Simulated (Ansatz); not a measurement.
## Run report: C, single-point calculation

C (slab, 4 atoms in the cell), computed with DFT PBE+D3(BJ), scalar-relativistic, plane waves, PAW, PAW set soft_1, no spin polarisation (Ansatz 0.2.0).

The structure derives from an entry of the Crystallography Open Database.

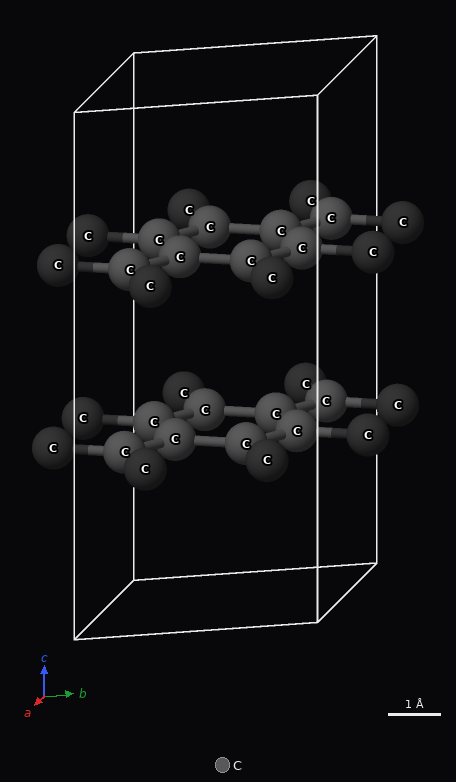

Fig. 1: The structure (ball-and-stick view of the 2 × 2 repeat of the cell, with the vacuum cut short, seen slightly off an axis; neighbours outside the cell are drawn fainter). An atom can appear more than once, as a periodic image.

### The input
```yaml
crystal:
  lattice:
    - [2.4656524409, 0.0, 0.0]
    - [-1.2328262205, 2.1353176508, 0.0]
    - [0.0, 0.0, 17.5000663883]
  atoms:
    - { symbol: C, position: [0.6666666667, 0.3333333333, 0.2571437784] }
    - { symbol: C, position: [0.3333333333, 0.6666666667, 0.2571418816] }
    - { symbol: C, position: [1.1666666667, 0.6666666667, 0.4605734749] }
    - { symbol: C, position: [1.5, 0.3333333333, 0.4605715781] }
basis:
  ecutwfc: 420
kpoints:
  mp_grid: { grid: [15, 15, 1] }
hamiltonian:
  xc: pbe
  pseudopotentials: { kind: paw, azcp: { folder: soft_1 } }
  dispersion: d3bj
scf:
  occupations: { method: gaussian, width: 0.1 }
output:
  forces: true
  eigenvalues: true
  write_density: true
  write_potential: true
  elf: true
  volumetric_format: npy
efield:
  axis: 3
  dipole_correction: true
  ramp_width: 0.04
```

Run as:
```bash
ansatz run input.yaml --threads 1 --pin off --max-ram 3072MiB --backend cpu --events-out ev --progress --plain --runs-dir out
```

### Log
```
Warning: the atoms were moved onto the symmetric positions of the space group found under crystal.symmetry.tolerance 1.0e-5 (fractional; no operation is sought that the atoms, as they stand in a round, miss by more than twice it, and no atom is moved by as much as it), and the run uses the moved positions. Before a round's move an operation carried an atom to 3.32e-5 Å from where it should land, the largest such distance. Atom 0 (counting from 0) moved farthest, by 1.66e-5 Å; the longest move in fractions of the cell, of whichever atom, is 0.09 of the tolerance, in 1 round. To run the atoms as typed, lower crystal.symmetry.tolerance until the operations that they miss are no longer found, or set crystal.symmetry.detect: false (a key that needs symmetry detection or time reversal refuses this as the deck is read). The positions used, in the order of the run's atom list: position: [0.66666666665, 0.3333333333, 0.25714283]; position: [0.33333333335, 0.6666666667, 0.2571428300000001]; position: [1.1666666667, 0.6666666667, 0.46057252649999997]; position: [1.5, 0.3333333333, 0.46057252649999997]; The lattice was moved too: crystal.lattice keeps the space group found at crystal.symmetry.tolerance 1.0e-5 only nearly: the operation that it misses by the most changes a squared length by the fraction 4.68e-11. The run uses the lattice that is a stretch of the typed one, with no rotation, onto the one that keeps every operation to a double's rounding (on a very oblique basis the stretch itself rounds by more); the deck's lattice vector that moved farthest moved by 2.89e-11 Å. To run the lattice as typed, set crystal.symmetry.detect: false, as for the atoms. crystal.lattice made exact, in Å and degrees: [[2.4656524409, 2.8867535779013515e-11, 0.0], [-1.232826220475, 2.135317650785566, 0.0], [0.0, 0.0, 17.5000663883]]. Pasted over the deck's crystal.lattice, beside positions in fractional coordinates, it runs the same cell (given as lengths and angles, that cell in the form's own orientation, a rigid turn of the misfit's size from the one run here, for which a checkpoint.post_process_only pass over this run's state can be refused: where this run relaxes nothing, give such a pass this deck's own crystal.lattice, as typed; behind a relaxation, as crystal.lattice, the state's own cell, identity.cell in its checkpoint.json), and a matrix so pasted ends this notice, except on a very skew basis of the lattice, where the rounding of the pasted numbers themselves can read as a misfit: the cell is then moved again, and that move is told again. The lattice as run is in this notice's lattice.as_run_ang field (Run.prep()["deck_notices"] in Python, the deck_notice line of an events file, deck_notices of ansatz run --dry-run=json, or deck_notices in record.json in the deck's checkpoint.write directory).
Engine: ansatz 0.2.0, aarch64-unknown-linux-gnu
Pseudopotentials: kind: paw
Pseudopotential: C, paw, valence charge 4, recommended cutoff 420 eV (normal), [file]
Functional definition: PBE
  parameter kappa = 0.804
  parameter beta = 0.06672455060314922
  exchange = pbe_x(kappa = kappa, mu = beta*pi^2/3)
  correlation = pbe_c(beta = beta)
Crystal: 4 atoms, lattice volume = 92.137 Å³
Basis set: ecut = 420 eV, 1745 PW (Γ), exchange–correlation on 36×36×240 points (8 copies of the dense FFT grid, shifted against one another)
Bands: 12, of which v1, the nominal top of the filled ones, is band 8 counted from 1 (7 counted from 0)
Symmetry: 2 space group operations
k-points: 64 of 225 (time reversal used)
Non-local potential: C, projectors of the file, l = 0: 2, l = 1: 2, l = 2: 1
PAW form: soft (Blöchl's): semilocal exchange-correlation on the pseudo side does not see the compensation charge
PAW one-centre angular grid: C, 110 points (default); XC on 64 Gauss nodes
Initial density: superposition of atomic densities (neutral atoms: chi_scale 0, normalization atom)
Initial wavefunctions: pseudopotential atomic-orbital guess
Functional: x = pbe(κ = 0.804, μ = 0.2195149727645171), c = pbe(β = 0.06672455060314922)
SCF iter   1: F=—  HF=-1006.463659 eV  |F-HF|=—  |Δ(HF+E_count)|=         —  Δρ=7.90e-2  dr2=5.18e0  ethr=3.10e-3  p=0.000 e·Å  D=3.58e-7 V/Å  ΔV_dip=-0.00 eV  dr2_dipole=4.36e-8  V_vac-E_F(+/−)=8.26/8.26 eV  ⟨swp⟩=6.3  Hψ=5236  notcnv=0
efield: sawtooth ramp at fractional position 0.8389 (placed from the atoms, in the widest stretch of the axis that holds none; the zero of the levels goes with the place), width 0.0400; the density the first Hamiltonian is built on has a dipole p = 0.000 e·Å; the dipole correction subtracts the counter field D = 3.58e-7 V/Å, which shifts the + side's vacuum level by -0.00 eV against the − side's; the planar-averaged density in the ramp window peaks in size at 1.1e-6 e/Å³
preconditioner: auto → none  [insulator: Δε(μ)=0.304 eV  Ē_g=16.288 eV  σ=0.100 eV  W_gap=0.97  n_scr=10 (ndim 8)  ℏωp=15.5 eV  f_vac=0.563  D(μ)=0.03/eV (n_scr^D=0)  ε∞_Penn≈1.9]
SCF iter   2: F=—  HF=-1004.341292 eV  |F-HF|=—  |Δ(HF+E_count)|=    2.12e0  Δρ=2.86e-2  dr2=4.44e-1  ethr=3.10e-3  p=-0.000 e·Å  D=-2.07e-4 V/Å  ΔV_dip=0.00 eV  dr2_dipole=5.01e-7  V_vac-E_F(+/−)=5.16/5.15 eV  ⟨swp⟩=3.1  Hψ=2280  notcnv=0
SCF iter   3: F=—  HF=-1004.208714 eV  |F-HF|=—  |Δ(HF+E_count)|=   1.33e-1  Δρ=5.54e-3  dr2=1.01e-2  ethr=2.77e-3  p=0.000 e·Å  D=9.80e-4 V/Å  ΔV_dip=-0.02 eV  dr2_dipole=1.00e-5  V_vac-E_F(+/−)=4.25/4.27 eV  ⟨swp⟩=3.2  Hψ=1996  notcnv=0
SCF iter   4: F=—  HF=-1004.212537 eV  |F-HF|=—  |Δ(HF+E_count)|=   3.82e-3  Δρ=1.37e-3  dr2=9.50e-3  ethr=6.33e-5  p=-0.003 e·Å  D=-5.93e-3 V/Å  ΔV_dip=0.10 eV  dr2_dipole=3.59e-4  V_vac-E_F(+/−)=4.20/4.10 eV  ⟨swp⟩=2.8  Hψ=1584  notcnv=0
SCF iter   5: F=—  HF=-1004.209976 eV  |F-HF|=—  |Δ(HF+E_count)|=   2.56e-3  Δρ=2.55e-4  dr2=4.47e-4  ethr=5.94e-5  p=0.002 e·Å  D=4.27e-3 V/Å  ΔV_dip=-0.07 eV  dr2_dipole=1.88e-4  V_vac-E_F(+/−)=4.24/4.31 eV  ⟨swp⟩=2.2  Hψ=1179  notcnv=0
SCF iter   6: F=—  HF=-1004.209897 eV  |F-HF|=—  |Δ(HF+E_count)|=   7.90e-5  Δρ=1.62e-4  dr2=1.82e-5  ethr=2.80e-6  p=-0.000 e·Å  D=-4.39e-4 V/Å  ΔV_dip=0.01 eV  dr2_dipole=1.95e-6  V_vac-E_F(+/−)=4.27/4.27 eV  ⟨swp⟩=2.2  Hψ=1059  notcnv=0
SCF iter   7: F=—  HF=-1004.209914 eV  |F-HF|=—  |Δ(HF+E_count)|=   1.68e-5  Δρ=9.06e-5  dr2=2.23e-6  ethr=1.14e-7  p=-0.000 e·Å  D=-4.83e-5 V/Å  ΔV_dip=0.00 eV  dr2_dipole=2.77e-8  V_vac-E_F(+/−)=4.26/4.26 eV  ⟨swp⟩=2.8  Hψ=1323  notcnv=0
SCF iter   8: F=—  HF=-1004.209918 eV  |F-HF|=—  |Δ(HF+E_count)|=   3.89e-6  Δρ=8.30e-6  dr2=1.09e-7  ethr=1.40e-8  p=0.000 e·Å  D=1.18e-5 V/Å  ΔV_dip=-0.00 eV  dr2_dipole=2.75e-10  V_vac-E_F(+/−)=4.26/4.26 eV  ⟨swp⟩=2.1  Hψ=1246  notcnv=0
SCF iter   9: F=-1004.209918 eV  HF=-1004.209918 eV  |F-HF|=6.08e-9  |Δ(HF+E_count)|=   1.89e-8  Δρ=2.76e-6  dr2=1.09e-8  ethr=6.25e-10  p=-0.000 e·Å  D=-1.16e-6 V/Å  ΔV_dip=0.00 eV  dr2_dipole=1.03e-10  V_vac-E_F(+/−)=4.26/4.26 eV  ⟨swp⟩=12.8  Hψ=6795  notcnv=0
SCF 1 converged in 9 iterations: F = -1004.209918 eV  dr2 = 1.09e-8
  greatest PAW one-centre occupation: 0.673 electrons in one spin orbital (limit 2), on the C atom at site 3 (counted from 0), in its partial waves of l = 0
```

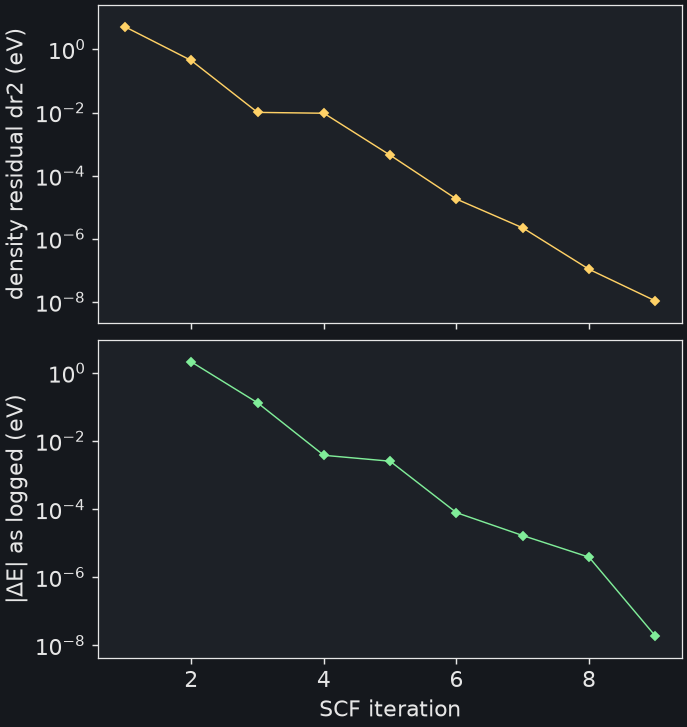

Fig. 2: Convergence of the self-consistent field: density residual dr2 and size of the energy change against the SCF iteration. The residual falls at every step.

```
WARN: The output density's exchange-correlation potential varies sharply where the density is thin. Do not read a vacuum level from v_tot or v_xc, or from such a field of the output density. On a cell that repeats whose density bears no net charge and no dipole along the vacuum's axis use v_es (v_loc + v_h of the components); under efield.dipole_correction with no amplitude use v_es + v_field, which holds any external_charges[].barrier, or the levels of the report's work_function block, which leave it out; under a non-zero efield.amplitude the vacuum is tilted and has no level; on a cell that repeats and bears such a dipole with no correction it is tilted too, and efield.dipole_correction with no amplitude gives each side of its ramp a level where efield: is served; in a cell that repeats whose density bears a net charge (total_charge, or a fill off its count) it is curved and has none; of a slab under crystal.periodic whose density bears no net charge use v_es, which has a level on each side, short of where the two are joined; of another it falls or rises all the way out and has none; of a slab beside external_charges read slab_vacuum_level instead, which it has where they leave it neutral. The grid or the basis barely resolves most such structure, and the values can differ between equally converged runs; as a rule a tighter scf.convergence.dr2_threshold does not remove it. Where the density itself ripples (under the LDA too) a higher basis.ecutwfc lessens it. The files hold the spikes' plane waves up to the density's cutoff. Files: v_tot_of_output_density and the like, and their columns of v_z.tsv (output.write_potential); v_xc_of_output_density and the like, and their columns of v_comp_z.tsv (output.write_potential_components). Measured: with its Gaussian average of σ = 0.25 Å subtracted twice, the exchange-correlation potential is over 0.1 eV at 1 of the grid points where the equally averaged density (valence and model cores) is under 1e-3 e/Å³, and 0.137 eV at the most among them, at an averaged density of 2.5e-7 e/Å³. The input density's (outcome.potential() and, of a run that writes arrays, v_tot and v_xc) is over 0.1 eV, so measured, at 1 points of its own thin density, 0.133 eV at the most. See output.write_potential in the manual, Limitations
SCF converged after 9 iterations
Free energy (F): -1004.209918 eV
Harris-Foulkes:  -1004.209918 eV  (|F-HF|=6.08e-9)
Internal energy: -1004.209900 eV  (E = F + TS)
E sigma→0 (E₀):  -1004.209909 eV
Entropy (-TS):   -0.000018 eV (-0.004 meV/atom)
Fermi energy:    0.066471 eV
Dipole field:    D = -0.000021 V/Å  (p = -0.000011 e·Å, saw-weighted, corrected)
Work function:   Φ+ = 4.2629 eV   Φ− = 4.2626 eV
Levels:          The Fermi level and band energies are counted from a zero that moves with the ramp; work functions are not
--- Per-component energies (eV) ---
  E_band       = -145.283024
  E_kinetic    = 353.957241
  E_local      = -5838.356351  (includes V_loc(G=0)·N_el)
  E_nonlocal   = 93.738383
  E_hartree    = 2753.978867
  E_xc         = -187.776681
  E_vxc        = -231.220996  (∫ρ·V_xc dr)
  E_paw        = -400.389857  (= ΣΔE_a)
  E_vpaw       = -31.360133  (= ΣTr[D̂ρ^β])
  E_aug_tail   = 0.000066  (compensation charges beyond the density's cutoff)
  E_efield     = 0.000000  (sawtooth field / dipole correction)
  E_vefield    = 0.000000  (∫n·V_field dr)
  E_ewald      = 2221.098808
  E_disp       = -0.460376  (pairwise vdW)
  E_smearing   = -0.000018  (= −TS)
  E_closure    = 0.000000  (closes the sum)
  Σ components = -1004.209918   (vs F -1004.209918, Δ=0.00e0)
--- Forces (eV/Å), atoms counted from 1 ---
  atom   1  C      0.00536176     0.00036160     0.00333513
  atom   2  C      0.00536176    -0.00036160     0.00333513
  atom   3  C     -0.00536191    -0.00036062    -0.00327695
  atom   4  C     -0.00536191     0.00036062    -0.00327695
  max |Σ_I F_I| component: 1.16e-4 eV/Å
--- Band table (eV; the first three rows and the last of 64) ---
  k-point 0: bands = ["-19.5055", "-19.4115", "-7.9106", "-7.1925", "-2.9738", "-2.9722", "-2.9672", "-2.9658", "3.4219", "3.8990", "4.7852", "6.4453"]
  k-point 1: bands = ["-19.4003", "-19.3069", "-7.7835", "-7.0684", "-3.4001", "-3.3897", "-3.1950", "-3.1897", "3.5633", "4.0417", "4.9278", "6.5773"]
  k-point 2: bands = ["-19.0852", "-18.9937", "-7.4045", "-6.6982", "-4.5320", "-4.5155", "-3.7595", "-3.7536", "3.9873", "4.4693", "5.3557", "6.9712"]
  k-point 63: bands = ["-15.7163", "-15.6441", "-10.1841", "-10.1409", "-8.2381", "-8.2076", "-3.5048", "-2.9275", "3.2844", "3.6936", "8.5995", "9.0693"]
```

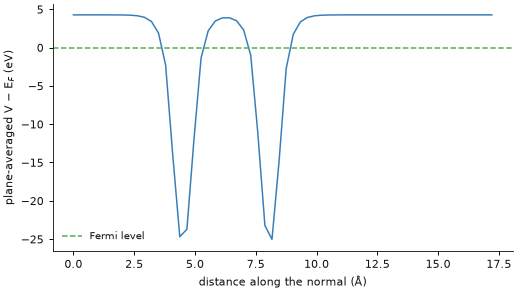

Fig. 3: Plane average of the electrostatic potential energy of an electron across the cell, from the Fermi level. The vacuum level lies 4.26 eV above the Fermi level.

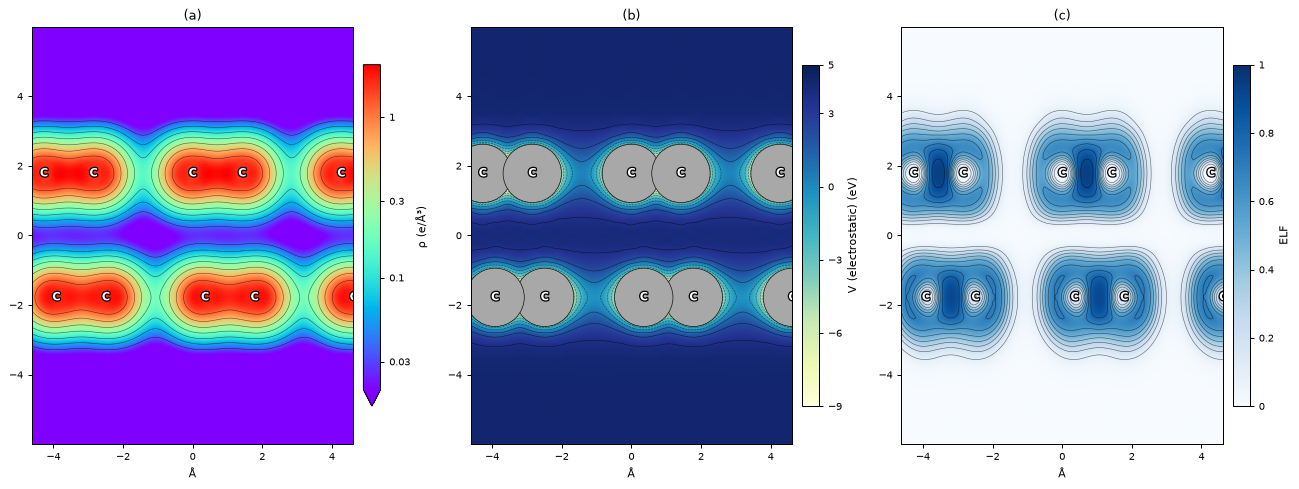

Fig. 4: (a) valence electron density; (b) electrostatic potential energy of an electron; (c) ELF on the (110) plane of the calculation cell, a cut from vacuum to vacuum. Grey discs, where drawn, cover atomic cores. Atoms in the plane: C. The density dies away to nearly zero in the vacuum. Core electrons are frozen (PAW), so the fields are smoothed inside the atomic spheres.

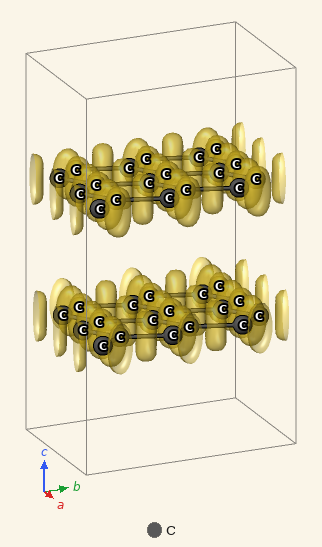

Fig. 5: Isosurface of the electron localisation function at 0.8 (yellow), seen slightly off an axis. Core shells and regions of very low density are left out. Sticks mark near contacts. Along the contacts the grid gives the following. C–C (1.42 Å): the ELF peaks at about 0.95 between the atoms, as expected for localised, shared-pair bonding.

### Results in brief

- outcome: converged
- electrons treated: 16
- free energy: −1004.2099 eV
- work function, top face: 4.26 eV
- work function, bottom face: 4.26 eV
- Fermi energy: 0.066 eV
- gap on the k-point mesh: 0.41 eV
- work function (upper face): 4.26 eV
- largest force (length of the vector): 0.006 eV/Å
- hardware: 1 thread of Arm Neoverse N1, 24 GiB of memory available, shared host
- wall time: 20 s
- peak memory: 0.36 GiB

### Notes

Warnings of the run: the structure was made exactly symmetric; the exchange-correlation potential is rough where the density is thin.
